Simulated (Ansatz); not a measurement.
MgI2: band-structure calculation (part 2 of 2)

MgI2 (3 atoms in the cell); DFT, HSE06, plane waves, PAW, no spin polarisation (Ansatz 0.2.0); cutoff 420 eV, 6×6×4 k-mesh, fixed occupations. The structure was built on a prototype by a generator. The geometry comes from this level: r2scan-rvv10 (a point of a series of strains). It belongs to a series of runs on one base structure; here: uniaxial_x strain -2.5%.

Geometry of the input (Å; fractional positions):
```
4.0533  0.0000  0.0000
-2.0266  3.6003  0.0000
0.0000  0.0000  6.8733
Mg 0.0000  0.0000  0.0000
I  0.3331  0.6662  0.2448
I  0.6669  0.3338  0.7552
```

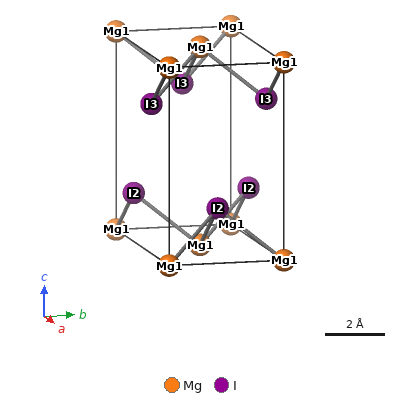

Fig. 1: The structure as given in the input (ball-and-stick view of the cell 2 times as large as that of the calculation, set on its symmetry axes, seen slightly off an axis; atoms are numbered from 1 in the order of the input). An atom can appear more than once, as a periodic image.

## Output, continued
```
SCF iter   1: F=—  HF=-16962.674717 eV  |F-HF|=—  |Δ(HF+E_count)|=         —  Δρ=2.50e-3  dr2=9.90e-3  ethr=7.15e-6  ⟨swp⟩=6.4  Hψ=5469  notcnv=0
preconditioner: auto → none  [insulator: Δε(μ)=4.419 eV  Ē_g=11.294 eV  n_scr=22 (ndim 8)  ℏωp=14.8 eV  f_vac=0.085]
SCF iter   2: F=—  HF=-16962.672148 eV  |F-HF|=—  |Δ(HF+E_count)|=   2.57e-3  Δρ=1.15e-3  dr2=3.32e-3  ethr=7.15e-6  ⟨swp⟩=4.0  Hψ=3747  notcnv=0
SCF iter   3: F=—  HF=-16962.671623 eV  |F-HF|=—  |Δ(HF+E_count)|=   5.25e-4  Δρ=5.00e-4  dr2=8.24e-4  ethr=5.51e-6  ⟨swp⟩=3.9  Hψ=3158  notcnv=0
SCF iter   4: F=—  HF=-16962.676357 eV  |F-HF|=—  |Δ(HF+E_count)|=   4.73e-3  Δρ=4.73e-4  dr2=2.19e-4  ethr=8.70e-7  ⟨swp⟩=4.0  Hψ=4095  notcnv=0
SCF iter   5: F=—  HF=-16962.676323 eV  |F-HF|=—  |Δ(HF+E_count)|=   3.44e-5  Δρ=2.17e-4  dr2=5.02e-5  ethr=4.76e-7  ⟨swp⟩=2.9  Hψ=2832  notcnv=0
iter 6 solved again at ethr=4.57e-9 eV; its pass at ethr=9.21e-8 eV (dr2=2.01e-6 eV) is discarded
SCF iter   6: F=—  HF=-16962.676316 eV  |F-HF|=—  |Δ(HF+E_count)|=   7.29e-6  Δρ=4.81e-5  dr2=7.91e-6  ethr=4.57e-9  ⟨swp⟩=2.6  Hψ=5910  notcnv=0
SCF iter   7: F=—  HF=-16962.676377 eV  |F-HF|=—  |Δ(HF+E_count)|=   6.10e-5  Δρ=4.33e-5  dr2=4.27e-6  ethr=4.50e-9  ⟨swp⟩=4.5  Hψ=4475  notcnv=0
SCF iter   8: F=-16962.676376 eV  HF=-16962.676376 eV  |F-HF|=4.03e-7  |Δ(HF+E_count)|=   1.02e-6  Δρ=5.08e-6  dr2=1.37e-7  ethr=4.50e-9  ⟨swp⟩=4.0  Hψ=3300  notcnv=0
SCF 2 stopped early in 8 iterations: F = -16962.676376 eV  dr2 = 1.37e-7
  Residual-converged pass: ⟨swp⟩=4.0  Hψ=3693  notcnv=0  max |occ|·‖R‖ = 6.7e-6 eV (tolerance 6.7e-6 eV)  dr2=1.32e-7  dr2_onsite=7.51e-9  max |Δocc| = 0.0e0
hybrid outer 1: dexx = +5.209e-3 eV, tail = 3.77e-5 eV
Exchange kernel: α = 0.2500, screened, ω = 0.2079 Å⁻¹, Wigner–Seitz truncation, v(0) = 1046.8228 eV·Å³, q-mesh 6×6×4, nearest image of the exchange supercell L = 24.32 Å, pair-density grid 20×20×30, without the augmentation charges, whose exchange is taken in its separable form by FFT convolution over the k-point mesh (sized by the pseudopotential files, 24×25×48 at the most), smooth part of the exact exchange by density-matrix convolution
Frozen-core exchange: fock
SCF iter   1: F=—  HF=-16962.676264 eV  |F-HF|=—  |Δ(HF+E_count)|=         —  Δρ=2.94e-5  dr2=1.23e-6  ethr=4.28e-7  ⟨swp⟩=3.0  Hψ=2811  notcnv=0
preconditioner: auto → none  [insulator: Δε(μ)=4.417 eV  Ē_g=11.285 eV  n_scr=22 (ndim 8)  ℏωp=14.8 eV  f_vac=0.087]
SCF iter   2: F=—  HF=-16962.676264 eV  |F-HF|=—  |Δ(HF+E_count)|=   2.76e-7  Δρ=8.59e-6  dr2=7.09e-8  ethr=2.22e-9  ⟨swp⟩=4.0  Hψ=3967  notcnv=0
SCF iter   3: F=—  HF=-16962.676264 eV  |F-HF|=—  |Δ(HF+E_count)|=   2.24e-7  Δρ=4.34e-6  dr2=1.14e-8  ethr=1.01e-10  ⟨swp⟩=4.8  Hψ=3924  notcnv=0  defer=10
SCF iter   4: F=-16962.676264 eV  HF=-16962.676264 eV  |F-HF|=3.64e-12  |Δ(HF+E_count)|=   2.95e-9  Δρ=1.38e-6  dr2=1.11e-9  ethr=2.36e-11  ⟨swp⟩=3.0  Hψ=3471  notcnv=0  defer=1
SCF 3 converged in 4 iterations: F = -16962.676264 eV  dr2 = 1.11e-9
  Residual-converged pass: ⟨swp⟩=3.7  Hψ=3510  notcnv=0  max |occ|·‖R‖ = 5.4e-7 eV (tolerance 5.4e-7 eV)  dr2=1.11e-9  dr2_onsite=2.68e-10  max |Δocc| = 0.0e0
hybrid outer 2: dexx = +2.714e-7 eV, tail = 1.86e-8 eV, Δε = 2.85e-3 eV (about 1.15e-4 eV left of the loop's levels), ΔF = 1.05e-2 eV/Å (tail 1.92e-3)
Exchange kernel: α = 0.2500, screened, ω = 0.2079 Å⁻¹, Wigner–Seitz truncation, v(0) = 1046.8228 eV·Å³, q-mesh 6×6×4, nearest image of the exchange supercell L = 24.32 Å, pair-density grid 20×20×30, without the augmentation charges, whose exchange is taken in its separable form by FFT convolution over the k-point mesh (sized by the pseudopotential files, 24×25×48 at the most), smooth part of the exact exchange by density-matrix convolution
Frozen-core exchange: fock
SCF iter   1: F=—  HF=-16962.676264 eV  |F-HF|=—  |Δ(HF+E_count)|=         —  Δρ=1.87e-6  dr2=1.66e-9  ethr=2.12e-10  ⟨swp⟩=4.1  Hψ=2896  notcnv=0
preconditioner: auto → none  [insulator: Δε(μ)=4.416 eV  Ē_g=11.285 eV  n_scr=22 (ndim 8)  ℏωp=14.8 eV  f_vac=0.087]
SCF iter   2: F=-16962.676264 eV  HF=-16962.676264 eV  |F-HF|=3.27e-11  |Δ(HF+E_count)|=  3.27e-11  Δρ=9.14e-7  dr2=2.98e-10  ethr=3.74e-12  ⟨swp⟩=3.2  Hψ=3450  notcnv=0
SCF 4 converged in 2 iterations: F = -16962.676264 eV  dr2 = 2.98e-10
  Residual-converged pass: ⟨swp⟩=3.0  Hψ=3119  notcnv=0  max |occ|·‖R‖ = 5.3e-7 eV (tolerance 5.8e-7 eV)  dr2=3.13e-10  dr2_onsite=1.04e-10  max |Δocc| = 0.0e0
hybrid outer 3: dexx = +2.271e-10 eV, tail = 7.95e-10 eV, Δε = 2.57e-5 eV (about 1.10e-5 eV left of the loop's levels), ΔF = 1.42e-4 eV/Å (tail 1.46e-4)
NSCF: frozen V_eff on 7 k-points
hybrid SCF converged: 3 outer / 14 inner (+2 warm-up), last move |dexx| = 2.27e-10 eV, tail = 7.95e-10 eV
Stability not checked: this state was not tested for a lower state beside it, because the functional holds exact exchange (a hybrid, or Hartree-Fock), whose exchange loop this test does not read (fock_operator; see scf.lower_state_search)
Free energy (F): -16962.676264 eV
Frozen-core exchange: fock
Harris-Foulkes:  -16962.676264 eV  (|F-HF|=3.27e-11)
Internal energy: -16962.676264 eV  (E = F + TS)
E sigma→0 (E₀):  -16962.676264 eV
Fermi energy:    4.561379 eV
--- Per-component energies (eV) ---
  E_band       = -1224.220205
  E_kinetic    = 454.172990
  E_local      = -5753.122253  (includes V_loc(G=0)·N_el)
  E_nonlocal   = -87.105896
  E_hartree    = 2715.221029
  E_xc         = -230.798278
  E_vxc        = -237.126416  (∫ρ·V_xc dr)
  E_exx        = -151.912471  (= α·E_x^exact, valence–valence)
  E_paw        = -9838.247148  (= ΣΔE_a)
  E_vpaw       = -727.656060  (= ΣTr[D̂ρ^β])
  E_aug_tail   = -0.000022  (compensation charges beyond the density's cutoff)
  E_ewald      = -4070.134292
  E_core_change = -0.749923  (= ΣΔE_core)
  E_smearing   = -0.000000  (= −TS)
  E_closure    = -0.000000  (closes the sum)
  Σ components = -16962.676264   (vs F -16962.676264, Δ=-3.64e-12)
--- Forces (eV/Å), atoms counted from 1 ---
  atom   1  Mg     0.00000000     0.00000000     0.00000000
  atom   2  I      0.00000000    -0.00211826    -0.10738871
  atom   3  I      0.00000000     0.00211826     0.10738871
  max |Σ_I F_I| component: 0.00e0 eV/Å
--- Stress (GPa, compression-positive) ---
        1.720020       0.000000       0.000000
        0.000000       0.752117      -0.040238
        0.000000      -0.040238       0.728013
  P = ⅓ Tr σ = 1.0667 GPa (10.667 kbar)
--- Band table (eV; the first three rows and the last of 47) ---
  k-point 0: bands = ["-75.6968", "-41.5295", "-41.5288", "-41.5275", "-41.5270", "-41.5217", "-41.5215", "-41.5173", "-41.5169", "-41.5147", "-41.5143", "-40.5941", "-40.5925", "-40.5891", "-8.6920", "-7.8731", "0.5534", "4.0304", "4.1510", "4.4172", "4.4925", "4.5614", "9.3546", "10.3428", "12.3051", "12.5751"]
  k-point 1: bands = ["-75.6968", "-41.5295", "-41.5287", "-41.5275", "-41.5270", "-41.5217", "-41.5215", "-41.5172", "-41.5169", "-41.5147", "-41.5144", "-40.5941", "-40.5925", "-40.5891", "-8.6165", "-7.9780", "0.9296", "3.7433", "4.0760", "4.1964", "4.4001", "4.5133", "9.9056", "10.4053", "12.1968", "12.4639"]
  k-point 2: bands = ["-75.6968", "-41.5296", "-41.5287", "-41.5275", "-41.5270", "-41.5217", "-41.5215", "-41.5172", "-41.5170", "-41.5146", "-41.5145", "-40.5941", "-40.5925", "-40.5891", "-8.5056", "-8.1177", "1.5555", "2.8451", "4.1420", "4.2637", "4.3306", "4.4435", "10.3934", "10.4497", "12.1088", "12.3720"]
  k-point 46: bands = ["-75.6968", "-41.5293", "-41.5286", "-41.5263", "-41.5261", "-41.5221", "-41.5215", "-41.5174", "-41.5172", "-41.5140", "-41.5139", "-40.5950", "-40.5941", "-40.5884", "-7.7955", "-7.5888", "0.8188", "1.2711", "2.4820", "2.6986", "3.4052", "3.8371", "9.7338", "11.2078", "11.7683", "12.4057"]
```

## File rho_z.tsv
```
# z_ang	rho[e/angstrom^3]
# format = ansatz-planar-average/11
# lattice	4.053282733	0.000000000	0.000000000
# lattice	-2.026641367	3.600252119	0.000000000
# lattice	0.000000000	0.000000000	6.873325234
# sites	3
# site	12	0.000000000	0.000000000	0.000000000
# site	53	0.000000000	2.398441483	1.682842162
# site	53	2.026641367	1.201810635	5.190483071
0.000000	9.469999e-1
0.143194	8.219330e-1
0.286389	5.450466e-1
0.429583	3.048249e-1
0.572777	1.980583e-1
0.715971	1.936621e-1
0.859166	2.299580e-1
1.002360	2.911388e-1
1.145554	4.231976e-1
1.288748	6.516696e-1
1.431943	9.088058e-1
1.575137	1.090109e0
1.718331	1.124934e0
1.861526	1.000138e0
2.004720	7.605122e-1
2.147914	4.986121e-1
2.291108	3.093247e-1
2.434303	2.123476e-1
2.577497	1.564123e-1
2.720691	1.120179e-1
2.863886	7.895330e-2
3.007080	5.554954e-2
3.150274	4.063800e-2
3.293468	3.213502e-2
3.436663	2.959257e-2
3.579857	3.213502e-2
3.723051	4.063800e-2
3.866245	5.554954e-2
4.009440	7.895330e-2
4.152634	1.120179e-1
4.295828	1.564123e-1
4.439023	2.123476e-1
4.582217	3.093247e-1
4.725411	4.986121e-1
4.868605	7.605122e-1
5.011800	1.000138e0
5.154994	1.124934e0
5.298188	1.090109e0
5.441382	9.088058e-1
5.584577	6.516696e-1
5.727771	4.231976e-1
5.870965	2.911388e-1
6.014160	2.299580e-1
6.157354	1.936621e-1
6.300548	1.980583e-1
6.443742	3.048249e-1
6.586937	5.450466e-1
6.730131	8.219330e-1
```

## File v_z.tsv
```
# z_ang	v_es[eV]	v_tot[eV]
# format = ansatz-planar-average/11
# xc	hse06
# density_cutoff_ev	1680
# datasets	Mg=:simpson_from_first_knot:soft:fock:shift=0	I=:simpson_from_first_knot:soft:fock:shift=0
# lattice	4.053282733	0.000000000	0.000000000
# lattice	-2.026641367	3.600252119	0.000000000
# lattice	0.000000000	0.000000000	6.873325234
# sites	3
# site	12	0.000000000	0.000000000	0.000000000
# site	53	0.000000000	2.398441483	1.682842162
# site	53	2.026641367	1.201810635	5.190483071
0.000000	2.137053e-1	-6.669794e0
0.143194	6.214939e-1	-6.283924e0
0.286389	1.693293e0	-5.264972e0
0.429583	3.017971e0	-4.019226e0
0.572777	4.020656e0	-3.101354e0
0.715971	4.266781e0	-3.002987e0
0.859166	3.917629e0	-3.605797e0
1.002360	3.528466e0	-4.339111e0
1.145554	3.460859e0	-4.758693e0
1.288748	3.753621e0	-4.716170e0
1.431943	4.264003e0	-4.362852e0
1.575137	4.745207e0	-3.927097e0
1.718331	4.979256e0	-3.633850e0
1.861526	4.931263e0	-3.518803e0
2.004720	4.785196e0	-3.389419e0
2.147914	4.827665e0	-2.961088e0
2.291108	5.290045e0	-2.015306e0
2.434303	6.247504e0	-5.255132e-1
2.577497	7.548837e0	1.318773e0
2.720691	8.826016e0	3.115431e0
2.863886	9.742687e0	4.519084e0
3.007080	1.029231e1	5.521425e0
3.150274	1.062214e1	6.228864e0
3.293468	1.079848e1	6.644427e0
3.436663	1.085457e1	6.779493e0
3.579857	1.079848e1	6.644427e0
3.723051	1.062214e1	6.228864e0
3.866245	1.029231e1	5.521425e0
4.009440	9.742687e0	4.519084e0
4.152634	8.826016e0	3.115431e0
4.295828	7.548837e0	1.318773e0
4.439023	6.247504e0	-5.255132e-1
4.582217	5.290045e0	-2.015306e0
4.725411	4.827665e0	-2.961088e0
4.868605	4.785196e0	-3.389419e0
5.011800	4.931263e0	-3.518803e0
5.154994	4.979256e0	-3.633850e0
5.298188	4.745207e0	-3.927097e0
5.441382	4.264003e0	-4.362852e0
5.584577	3.753621e0	-4.716170e0
5.727771	3.460859e0	-4.758693e0
5.870965	3.528466e0	-4.339111e0
6.014160	3.917629e0	-3.605797e0
6.157354	4.266781e0	-3.002987e0
6.300548	4.020656e0	-3.101354e0
6.443742	3.017971e0	-4.019226e0
6.586937	1.693293e0	-5.264972e0
6.730131	6.214939e-1	-6.283924e0
```

## Summary

| quantity | value |
| --- | --- |
| outcome | converged |
| space group (tolerance 0.01 Å) | C2/m (12) |
| electrons treated | 44 |
| free energy | −16962.6763 eV |
| Fermi energy | 4.561 eV |
| gap on the k-point mesh | 4.42 eV |
| pressure | 1.07 GPa |
| largest force (length of the vector) | 0.107 eV/Å |
| hardware | 4 threads of Intel Xeon @ 2.50GHz (Skylake/Cascade Lake), 189 GiB of memory available, shared host |
| wall time | 4.6 min (CPU time 16 min) |
| peak memory | 3.5 GiB |

## Notes

The program warns: the exchange loop's threshold is looser than advised for the stress; the SCF threshold is looser than advised for the printed stress. Spin-orbit coupling is left out, which matters for I.
